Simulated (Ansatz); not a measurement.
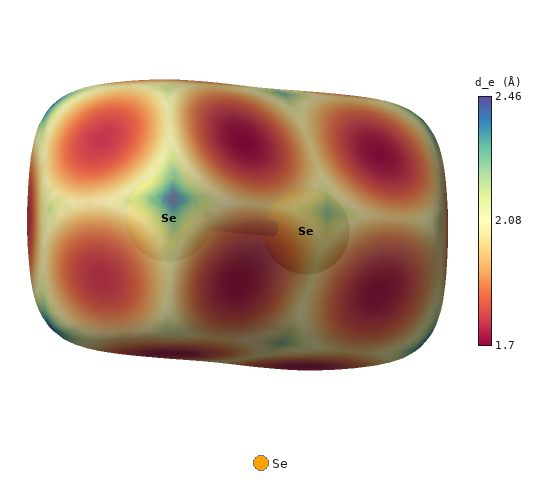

Hirshfeld surface computed for the Se₂ molecule in Se (R-3m, No. 166), coloured by d_e.

The surface is where the fragment's share of the procrystal density (the sum of the densities of spherically averaged neutral Hartree-Fock atoms) equals one half. d_i and d_e are the distances from the surface to the nearest nucleus inside and outside. Van der Waals radii (Alvarez): Se 1.82 Å.

Origin of the cell: the geometry relaxed with DFT PBE+D3(BJ), scalar-relativistic, plane waves, PAW in Ansatz 0.2.0.

```xyz
6
Lattice="3.3794 0.0000 0.0000 -1.6897 2.9267 0.0000 0.0000 0.0000 15.2423" Properties=species:S:1:pos:R:3 pbc="T T T"
Se    0.0000    1.9511   11.2505
Se    0.0000    0.0000   14.1534
Se    0.0000    0.0000    1.0889
Se    1.6897    0.9756    3.9918
Se    1.6897    0.9756    6.1697
Se    0.0000    1.9511    9.0726
```

> Which contact with the surroundings is the closest relative to the atoms' sizes?

Se···Se at 3.38 Å, 93 % of the sum of the van der Waals radii.

> How is the surface shared among contacts (both directions of a pair summed)?

Se···Se 100 %.

> Give the size and shape of the surface.

It encloses about 45.9 Å³, has an area of about 66 Å² and a globularity of 0.93 (1 for a sphere).
